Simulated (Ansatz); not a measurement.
MgS

```xyz
6
Lattice="2.6314 0.0000 -2.6314 -2.6314 2.6314 0.0000 5.1731 5.1731 5.1731" Properties=species:S:1:pos:R:3 pbc="T T T"
Mg    0.0000    0.0000    0.0000
Mg    2.6015    2.6015   -0.0299
Mg    2.5716    5.2031    2.5716
S    -0.0150    2.6165   -0.0149
S     2.5866    2.5866    2.5866
S     5.1881    5.1881    2.5566
```

Space group R-3m; started from the rocksalt prototype, which need not be the ambient phase; changed on purpose from its base cell (epitaxial 111 strain +1.1%).

Method: DFT, PBE, plane waves, PAW in Ansatz 0.2.0.

What can the converged valence pseudo-density and electron localisation function tell about the bonding?

Answer. Mg–S (2.62 Å): the density is about 0.27 e/Å³ at the midpoint; the ELF peaks at about 0.90 in the valence shell of S, 0.9 Å from its nucleus, and falls to about 0.05 next to Mg; a largely ionic contact.

Metal or insulator at this level of theory?

Answer. It is gapped, with a Kohn–Sham gap of 2.6 eV on the k-point mesh, an upper bound to the gap of this method.

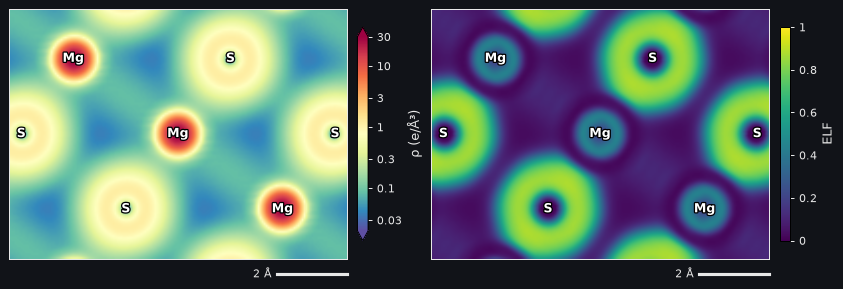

Computed valence pseudo-density and electron localisation function on the (110) plane of the conventional cell, in this order. 
